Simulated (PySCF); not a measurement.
## C: converge calculation

The run: converge calculation of C (Fd-3m, 2 atoms in the cell). Method and program: Kohn-Sham DFT of a periodic cell in Gaussian orbitals, PBE0, pob-dzvp-rev2 (all-electron), no spin polarisation (PySCF 2.14.0).

The structure derives from an entry of the Crystallography Open Database. It belongs to a series of runs on one base structure; here: auxiliary basis = 2.

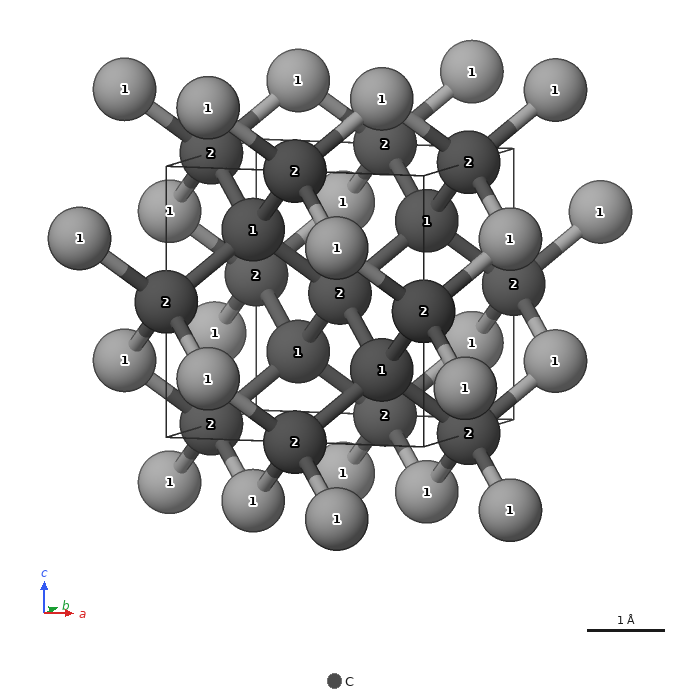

*The structure (ball-and-stick view of the cell 4 times as large as that of the calculation, set on its symmetry axes, seen slightly off an axis; neighbours outside the cell are drawn fainter; atoms are numbered from 1 in the order of the input). An atom can appear more than once, as a periodic image.*

Near neighbours in the periodic cell (some may lie outside the picture): C has 4 C at 1.54 Å.

Input:
```python
import json
import numpy as np
from pyscf.pbc import gto, scf, dft, df

cell = gto.Cell()
cell.basis = 'pob-dzvp-rev2'
cell.fromfile('C.xyz')
cell.exp_to_discard = 0.1
cell.precision = 1e-08
cell.max_memory = 2940  # MB
cell.verbose = 4
cell.build()

res = {}
kpts = cell.make_kpts([2, 2, 2])
mf = dft.KRKS(cell, kpts, xc='pbe0', exxdiv='ewald')
mf = mf.density_fit()
mf.with_df.auxbasis = df.aug_etb(cell, beta=2)
mf.with_df._cderi_to_save = 'cderi.h5'
mf.with_df.build(j_only=False)
mf = mf.smearing(sigma=0.00183747, method='fermi')  # hartree
mf.conv_tol = 1e-07
mf.max_cycle = 60

mf.kernel()
res.update(converged=bool(mf.converged), e_tot=mf.e_tot, nelec=cell.nelectron, nao=cell.nao, mesh=list(map(int, cell.mesh)), a=cell.lattice_vectors().tolist(), coords=cell.atom_coords().tolist(),
           mo_energy=[np.real(x).tolist() for x in mf.mo_energy], mo_occ=[np.real(x).tolist() for x in mf.mo_occ])
res.update(e_free=mf.e_free, e_zero=mf.e_zero)
res.update(kpts=cell.get_scaled_kpts(kpts).tolist())
res['parts'] = {k: float(np.real(v)) for k, v in mf.scf_summary.items() if np.isscalar(v)}
json.dump(res, open('results.json', 'w'))
if not mf.converged:
    raise SystemExit('SCF not converged')

print('levels (eV)')
for i, kp in enumerate(res['kpts'][:40]):
    print('k %7.4f %7.4f %7.4f  ' % tuple(kp), ' '.join('%.3f' % (x * 27.211386) for x in res['mo_energy'][i][:11]))

# Mulliken populations
dm, s = np.asarray(mf.make_rdm1()), np.asarray(mf.get_ovlp())
sites = cell.aoslice_by_atom()[:, 2:]
tot = np.einsum('kij,kji->i', dm, s).real / len(kpts)
res['mulliken'] = [cell.atom_charge(i) - tot[a0:a1].sum() for i, (a0, a1) in enumerate(sites)]
print('Mulliken charges', np.round(res['mulliken'], 5))
res['meta_lowdin'] = mf.mulliken_meta()[1].tolist()
res['done'] = True
json.dump(res, open('results.json', 'w'))
```

File C.xyz:
```
2
Lattice="0.0000000000 1.7833700000 1.7833700000 1.7833700000 0.0000000000 1.7833700000 1.7833700000 1.7833700000 0.0000000000" Properties=species:S:1:pos:R:3 pbc="T T T"
C      2.6750550000      2.6750550000      2.6750550000
C      1.7833700000      1.7833700000      1.7833700000
```

Launched with:
```bash
OMP_NUM_THREADS=2 python -u run.py > log
```

Log:
```
Discarded 0 diffused primitive functions, 0 contracted functions
ETB for C: l = 0, exps = 0.47094292 * 2^n , n = 0..12
ETB for C: l = 1, exps = 0.4452317481066434 * 2^n , n = 0..8
ETB for C: l = 2, exps = 0.42092428 * 2^n , n = 0..6
ETB for C: l = 3, exps = 0.6670701318450671 * 2^n , n = 0..2
ETB for C: l = 4, exps = 1.05715584 * 2^n , n = 0..0

******** <class 'pyscf.pbc.df.df.GDF'> ********
auxbasis = {'C': [[0, [np.float64(1928.98220032), 1]], [0, [np.float64(964.49110016), 1]], [0, [np.float64(482.24555008), 1]], [0, [np.float64(241.12277504), 1]], [0, [np.float64(120.56138752), 1]], [0, [np.float64(60.28069376), 1]], [0, [np.float64(30.14034688), 1]], [0, [np.float64(15.07017344), 1]], [0, [np.float64(7.53508672), 1]], [0, [np.float64(3.76754336), 1]], [0, [np.float64(1.88377168), 1]], [0, [np.float64(0.94188584), 1]], [0, [np.float64(0.47094292), 1]], [1, [np.float64(113.97932751530071), 1]], [1, [np.float64(56.989663757650355), 1]], [1, [np.float64(28.494831878825178), 1]], [1, [np.float64(14.247415939412589), 1]], [1, [np.float64(7.123707969706294), 1]], [1, [np.float64(3.561853984853147), 1]], [1, [np.float64(1.7809269924265736), 1]], [1, [np.float64(0.8904634962132868), 1]], [1, [np.float64(0.4452317481066434), 1]], [2, [np.float64(26.93915392), 1]], [2, [np.float64(13.46957696), 1]], [2, [np.float64(6.73478848), 1]], [2, [np.float64(3.36739424), 1]], [2, [np.float64(1.68369712), 1]], [2, [np.float64(0.84184856), 1]], [2, [np.float64(0.42092428), 1]], [3, [np.float64(2.6682805273802686), 1]], [3, [np.float64(1.3341402636901343), 1]], [3, [np.float64(0.6670701318450671), 1]], [4, [np.float64(1.05715584), 1]]]}
exp_to_discard = 0.1
len(kpts) = 8
Drop 0 primitive fitting functions
make aux basis, num shells = 66, num cGTOs = 210
auxcell.rcut 10.895638670787083

******** <class 'pyscf.pbc.df.rsdf_builder._RSGDFBuilder'> ********
mesh = [7 7 7] (343 PWs)
ke_cutoff = 7.820987783572838
omega = 0.34121249501821643
exclude_d_aux = True
exclude_dd_block = True
j2c_eig_always = False
has_long_range = True

******** <class 'pyscf.pbc.scf.smearing.SmearingKRKS'> ********
method = SmearingKRKS
initial guess = minao
damping factor = 0
level_shift factor = 0
DIIS = <class 'pyscf.scf.diis.CDIIS'>
diis_start_cycle = 1
diis_space = 8
diis_damp = 0
SCF conv_tol = 1e-07
SCF conv_tol_grad = None
SCF max_cycles = 60
direct_scf = True
direct_scf_tol = 1e-13

******** PBC SCF flags ********
N kpts = 8
Exchange divergence treatment (exxdiv) = ewald
    madelung (= occupied orbital energy shift) = 0.34011513662790605
    Total energy shift due to Ewald probe charge = -1/2 * Nelec*madelung = -2.04069081977
Smearing method = fermi
DF object = <pyscf.pbc.df.df.GDF object>
XC functionals = pbe0
small_rho_cutoff = 0
radial grids:
    Treutler-Ahlrichs [JCP 102, 346 (1995); DOI:10.1063/1.469408] (M4) radial grids

becke partition: Becke, JCP 88, 2547 (1988); DOI:10.1063/1.454033
pruning grids: <function nwchem_prune>
grids dens level: 3
symmetrized grids: False
atomic radii adjust function: <function treutler_atomic_radii_adjust>
Set gradient conv threshold to 0.000316228

******** <class 'pyscf.pbc.df.rsdf_builder._RSNucBuilder'> ********
mesh = [9 9 9] (729 PWs)
ke_cutoff = 13.903978281907268
omega = 0.4704335680132057
exclude_d_aux = False
exclude_dd_block = True
j2c_eig_always = False
has_long_range = True
tot grids = 27685
cell vol = 76.5510173  sum(weights) = 76.9065994
nelec by numeric integration = 12.007925614229194
init E= -76.8027317381752
    sigma = 0.00183747  Optimized mu = 0.581608194807  entropy = -0
nelec by numeric integration = 12.00389203581625
    Total E(T) = -75.9934224628598  Free energy = -75.9934224628598  E0 = -75.9934224628598
cycle= 1 E= -75.9934224628598  delta_E= 0.809  |g|= 0.272  |ddm|=    6
    sigma = 0.00183747  Optimized mu = 0.637570959995  entropy = -0
nelec by numeric integration = 12.004205831247631
    Total E(T) = -75.9961318900052  Free energy = -75.9961318900052  E0 = -75.9961318900052
cycle= 2 E= -75.9961318900052  delta_E= -0.00271  |g|= 0.0449  |ddm|= 0.655
    sigma = 0.00183747  Optimized mu = 0.62472422341  entropy = -0
nelec by numeric integration = 12.00417087833479
    Total E(T) = -75.996193468924  Free energy = -75.996193468924  E0 = -75.996193468924
cycle= 3 E= -75.996193468924  delta_E= -6.16e-05  |g|= 0.00214  |ddm|= 0.109
    sigma = 0.00183747  Optimized mu = 0.625075451385  entropy = -0
nelec by numeric integration = 12.004175505996255
    Total E(T) = -75.9961940466533  Free energy = -75.9961940466533  E0 = -75.9961940466533
cycle= 4 E= -75.9961940466533  delta_E= -5.78e-07  |g|= 0.000102  |ddm|= 0.00489
    sigma = 0.00183747  Optimized mu = 0.625056528454  entropy = -0
nelec by numeric integration = 12.004175819056403
    Total E(T) = -75.9961940487189  Free energy = -75.9961940487189  E0 = -75.9961940487189
cycle= 5 E= -75.9961940487189  delta_E= -2.07e-09  |g|= 3.9e-05  |ddm|= 0.00061
    sigma = 0.00183747  Optimized mu = 0.625054709605  entropy = -0
nelec by numeric integration = 12.004175826600942
    Total E(T) = -75.9961940487027  Free energy = -75.9961940487027  E0 = -75.9961940487027
Extra cycle  E= -75.9961940487027  delta_E= 1.63e-11  |g|= 4.69e-05  |ddm|= 7.73e-05
converged SCF energy = -75.9961940487027
levels (eV)
k  0.0000  0.0000  0.0000   -260.826 -260.806 -10.441 12.560 12.560 12.560 21.002 21.002 21.002 30.062 37.208
k -0.0000 -0.0000  0.5000   -260.824 -260.814 -4.138 -1.640 9.587 9.587 24.024 24.024 24.937 32.104 38.641
k  0.0000  0.5000 -0.0000   -260.824 -260.814 -4.138 -1.640 9.587 9.587 24.024 24.024 24.937 32.104 38.641
k  0.0000  0.5000  0.5000   -260.820 -260.820 -0.961 -0.961 5.883 5.883 20.055 20.055 33.100 33.100 39.927
k  0.5000  0.0000  0.0000   -260.824 -260.814 -4.138 -1.640 9.587 9.587 24.024 24.024 24.937 32.104 38.641
k  0.5000  0.0000  0.5000   -260.820 -260.820 -0.961 -0.961 5.883 5.883 20.055 20.055 33.100 33.100 39.927
k  0.5000  0.5000  0.0000   -260.820 -260.820 -0.961 -0.961 5.883 5.883 20.055 20.055 33.100 33.100 39.927
k  0.5000  0.5000  0.5000   -260.824 -260.814 -4.138 -1.640 9.587 9.587 24.024 24.024 24.937 32.104 38.641
Mulliken charges [-0.00014  0.00014]
 ** Mulliken pop on meta-lowdin orthogonal AOs **
 ** Mulliken pop  **
pop of  0 C 1s            1.99989
pop of  0 C 2s            0.92600
pop of  0 C 3s            0.00170
pop of  0 C 2px           1.01897
pop of  0 C 2py           1.01897
pop of  0 C 2pz           1.01897
pop of  0 C 3px           0.00377
pop of  0 C 3py           0.00377
pop of  0 C 3pz           0.00377
pop of  0 C 3dxy          0.00139
pop of  0 C 3dyz          0.00139
pop of  0 C 3dz^2         0.00001
pop of  0 C 3dxz          0.00139
pop of  0 C 3dx2-y2       0.00001
pop of  1 C 1s            1.99989
pop of  1 C 2s            0.92599
pop of  1 C 3s            0.00170
pop of  1 C 2px           1.01897
pop of  1 C 2py           1.01897
pop of  1 C 2pz           1.01897
pop of  1 C 3px           0.00377
pop of  1 C 3py           0.00377
pop of  1 C 3pz           0.00377
pop of  1 C 3dxy          0.00139
pop of  1 C 3dyz          0.00139
pop of  1 C 3dz^2         0.00001
pop of  1 C 3dxz          0.00139
pop of  1 C 3dx2-y2       0.00001
 ** Mulliken atomic charges  **
charge of    0C =     -0.00001
charge of    1C =      0.00001
```

Summary:

- outcome: converged
- space group (tolerance 0.01 Å): Fd-3m (227)
- electrons in bands (core shells apart): 12
- free energy: −2067.9618 eV
- total energy: −2067.9618 eV
- Fermi energy: 17.009 eV
- gap on the k-point mesh: 7.49 eV
- hardware: 2 threads of Arm Neoverse V2, 24 GiB of memory available, shared host
- wall time: 22 s (CPU time 40 s)
- peak memory: 0.56 GiB

Notes:

Points of doubt noted for this run: coarse mesh; mesh coarse for exact exchange. So coarse a mesh can miss the band edges, so the true gap of this method can be much smaller, or zero. The k-point mesh is coarse for a cell of this size, so the results may not be converged.
